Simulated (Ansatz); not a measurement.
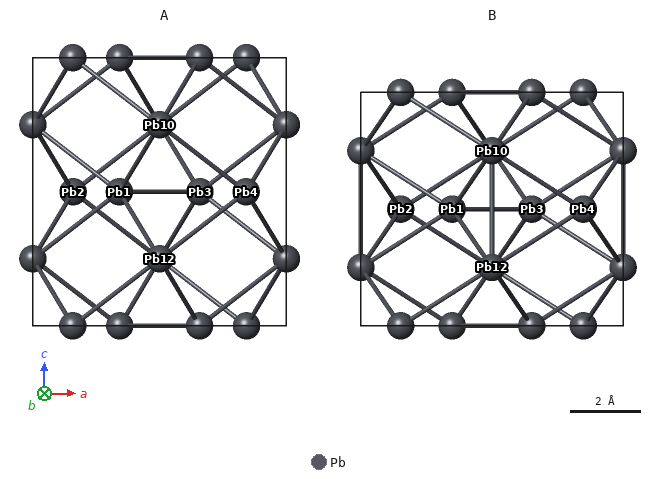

Two geometries of solid Pb (built on the database_135 type), drawn at one scale. One is the start of a relaxation, the other its converged end. The picture is a ball-and-stick view of the cell of the calculation, seen along the b axis.

The calculation used Ansatz 0.2.0, DFT PBEsol, scalar-relativistic, plane waves, PAW. Set-up: plane-wave cutoff 420 eV; k-point mesh 6 × 6 × 6; occupations gaussian; smearing width 0.1 eV; no spin polarisation; cell and atoms relaxed; force threshold 0.01 eV/Å; at most 80 steps.

> Which geometry has the lower energy?

Structure B is the relaxed one. Case: structure listed in a database for this formula (P4_2/mbc, No. 135). The energy falls by 34.0 meV per atom in 6 accepted moves (7 points after the start). Largest force component: 0.064 eV/Å at the start, 0.00065 eV/Å at the end. Pressure: −2.39 GPa at the start and −0.02 GPa at the end. At 1 point the geometry stayed and the basis and grid were re-selected for the new cell (energy shift of 0.1 meV per atom at most each time). The largest moves relative to the cell, 0.068 Å, are those of Pb atoms. The drawn cell changes as follows: a = b 7.273 → 7.522 Å (+3.4 %), c 7.691 → 6.694 Å (−13.0 %); the volume changes by −6.9 %. Among the contacts that change: Pb–Pb 3.846 → 3.347 Å, Pb–Pb 3.353 → 3.312 Å, Pb–Pb 3.253 → 3.229 Å. Among the angles between lasting bonds that change: Pb–Pb–Pb 70.3° → 60.7°, Pb–Pb–Pb 100.4° → 106.9°, Pb–Pb–Pb 147.2° → 143.2°. The space group (tolerance 0.01 Å) goes from P4_2/mbc (No. 135) to I4/mcm (No. 140).
